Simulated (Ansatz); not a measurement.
```
Hf O
1.0
     0.00000   -4.83820    0.00000
     0.00000    0.00000   -3.22035
     9.67641    0.00000    0.00000
Hf O
4 8
Cartesian
  4.8382 0.0000 0.0000
  0.0000 0.0000 0.0000
  2.4191 -2.4191 -1.6102
  7.2573 -2.4191 -1.6102
  0.9431 -0.9431 -1.6102
  5.7813 -0.9431 -1.6102
  1.4760 -3.3622 0.0000
  6.3142 -3.3622 0.0000
  3.3622 -1.4760 0.0000
  8.2004 -1.4760 0.0000
  3.8951 -3.8951 -1.6102
  8.7333 -3.8951 -1.6102
```

Space group P4₂/mnm; a structure from a database of computed crystals, not necessarily the ambient phase.

Computed with Ansatz 0.2.0, DFT r2SCAN, scalar-relativistic, plane waves, PAW.

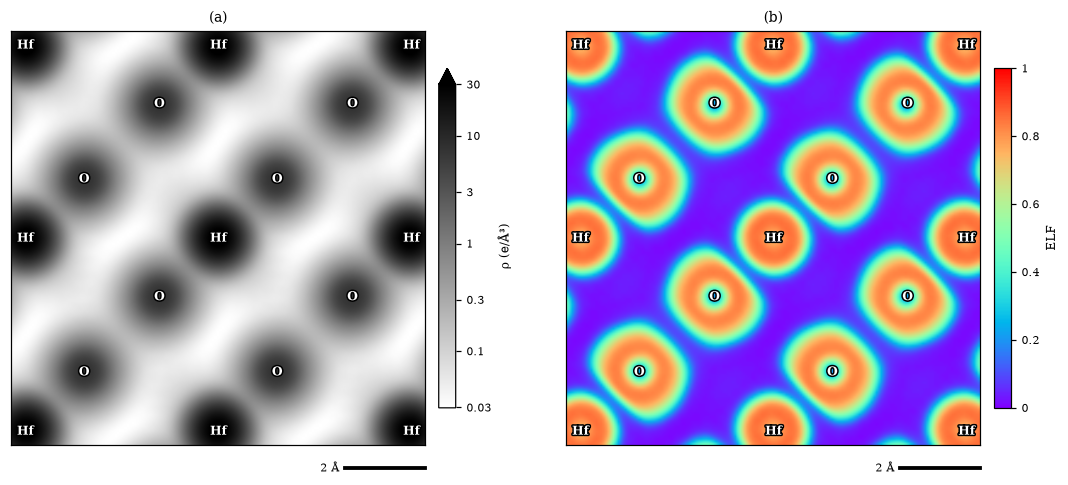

HfO₂. (a) valence electron density; (b) electron localisation function on the (010) plane of the calculation cell.

The density is the valence pseudo-density of a PAW calculation; it isn't the true density close to the nuclei.

Q: Describe what can be read from this map.

A: The section cuts through Hf and O sites.
Hf–O (2.09 Å): the density is about 0.74 e/Å³ at the midpoint; the ELF peaks at about 0.85 in the valence shell of O, 0.6 Å from its nucleus, and drops to about 0.15 between the two atoms; no localised pair shows between them.
Between the atoms the lowest density in this plane is 0.03 e/Å³.
The features right at Hf lie inside the PAW spheres, where the map follows smoothed inner orbitals and isn't to be read closely.

Q: Metal or insulator at this level of theory?

A: It is gapped, with a Kohn–Sham gap of 4.5 eV on the k-point mesh (the band edges may lie off the mesh, which would make the gap smaller).
